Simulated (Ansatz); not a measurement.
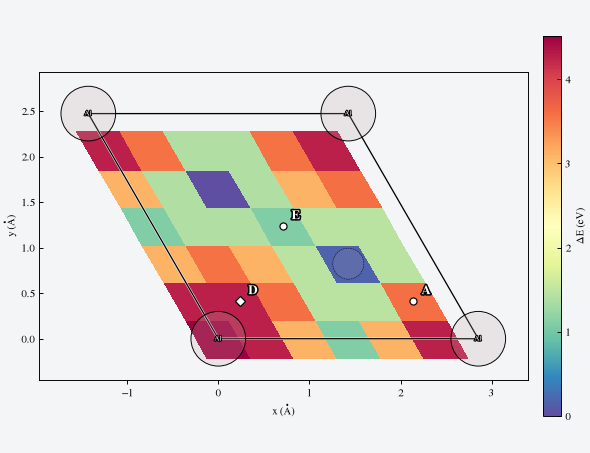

O on an Al(001) slab cut from the P6_3/mmc phase, its upper half relaxed before the scan (9 atoms of substrate and one adsorbate in a 1 × 1 cell). 
- O is moved over the surface cell; relaxed at each place: the height of the adsorbate's atoms; substrate rigid; the origin of the map has the adsorbate above Al9.
- Places are given modulo a cell vector. The map is drawn in real space over the plane of the surface.
- The scan uses a 6 × 6 grid; 10 points were computed and 26 follow by symmetry.
- Energies are in eV, from the lowest grid point.
- With one adsorbate in each 1 × 1 cell, its nearest image is 2.9 Å away, so neighbouring adsorbates interact.
- Method: DFT PBE, scalar-relativistic, plane waves, PAW (Ansatz). Settings: cutoff 420 eV, k-mesh 9×9×1, gaussian smearing 0.1 eV, no spin polarisation.

Drawn: one coloured cell a grid point, labelled circles for the atoms of the top layer and small ones for the second layer, the outline of one cell of the plane, lettered points.

### Is E the lowest point of the computed grid?

No. E lies 1.08 eV above the lowest grid point, which is at a threefold hollow over a third-layer Al atom, (2/6, 4/6) of the cell vectors.

### Rank the lettered points by energy, lowest first.

E (1.08 eV), A (3.59 eV), D (4.26 eV).

PAW datasets: the set soft_1.
